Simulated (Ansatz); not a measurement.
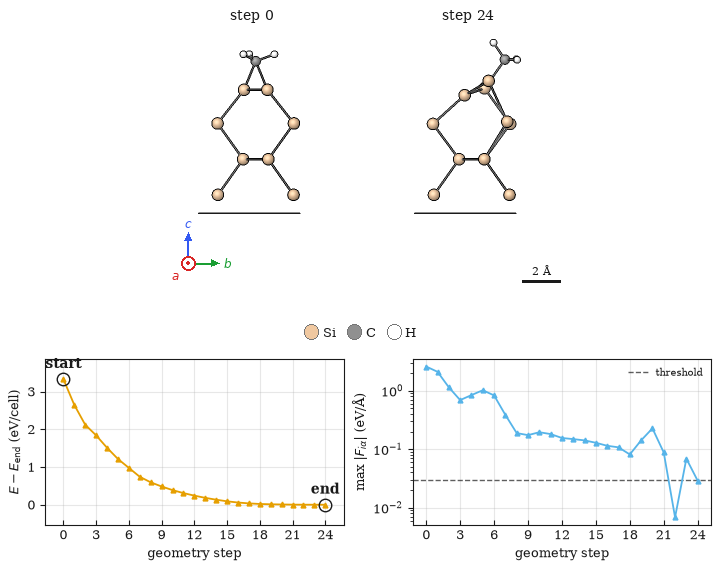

First and last geometry of a constrained relaxation of a slab of composition Si₁₆H₃C (cut from the Fd-3m phase), with the history of the run. Style: ball-and-stick. Shown: the cell of the calculation, outlined in the plane, without the vacuum (origin shifted), along the a axis.

Case: CH3 put at a bridge Si-Si site. The slab is the (1 1 0) face of Si with CH3 on it. 8 atoms are held fixed.

These are results of Ansatz, DFT PBE+D3(BJ), scalar-relativistic, plane waves, PAW, not measurements. (plane-wave cutoff 420 eV; k-point mesh 4 × 6 × 1; occupations gaussian; smearing width 0.05 eV; collinear spin; dipole correction; atoms relaxed in a fixed cell; force threshold 0.03 eV/Å; at most 70 steps)

Q: Did the run converge, and what did it change?

A: It converged. The energy falls by 3.331 eV per cell of the calculation in 24 geometry steps. The largest force component goes from 2.6 to 0.029 eV/Å. The forces were under the threshold at step 22, but the run went on from there. An H atom moves most: 2.90 Å within the plane. Largest moves by element: H 2.90 Å, C 2.03 Å, Si 0.56 Å. The lattice vectors keep their values. Some distances before and after: H–Si 1.921 → 3.802 Å, C–Si 1.920 → 3.539 Å, Si–Si 2.303 → 2.411 Å, Si–Si 2.303 → 2.359 Å. Among the angles between lasting bonds that change: Si–Si–C 146.4° → 109.1°, Si–C–H 146.2° → 110.9°, Si–Si–Si 109.9° → 86.0°. The run may lie on a higher electronic state than the lowest, so the end point isn't shown to be the ground-state structure.

Limits of the set-up: the periodic images lie only 5.4 Å apart, so the values are limited by the cell's size.
